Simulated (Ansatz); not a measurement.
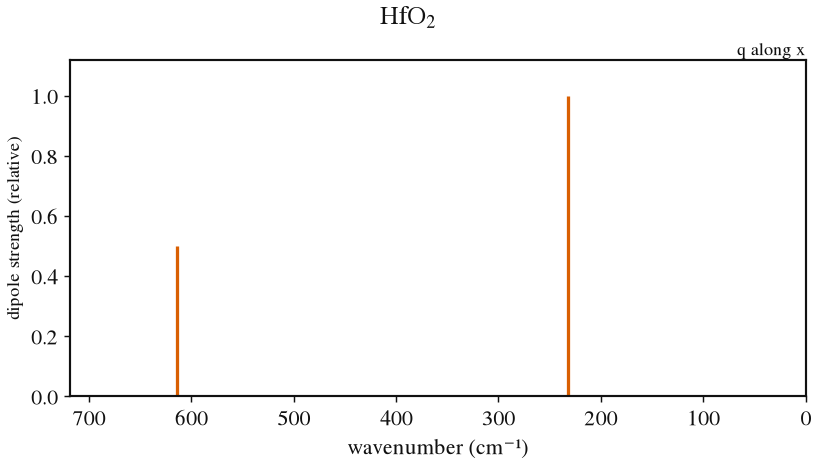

How it was computed, with Ansatz 0.2.0: optical phonons of an insulator on the approach to the zone centre along x, y and z with the field of polar modes, imaginary frequencies are negative, field response on a mesh refined by the program; plane waves with PAW datasets. Level: PBE, no spin polarisation.

wave cutoff 420 eV; k mesh 8×8×8; occupations fixed; pressure 4 GPa.

Starting cell:
```xyz
3
Lattice="0.0000 2.5355 2.5355 2.5355 0.0000 2.5355 2.5355 2.5355 0.0000" Properties=species:S:1:pos:R:3 pbc="T T T"
Hf    0.0000    0.0000    0.0000
O     1.2678    1.2678    1.2678
O     3.8033    3.8033    3.8033
```

Polar optical modes, transverse and longitudinal, approaching the zone centre along x for HfO₂, space group Fm-3m (No. 225). The spectrum is scaled to its strongest line.

The transverse (TO, twofold) lines lie at 232.1 and the longitudinal (LO) ones at 614.3 cm⁻¹, the same along x, y and z by the cubic symmetry.
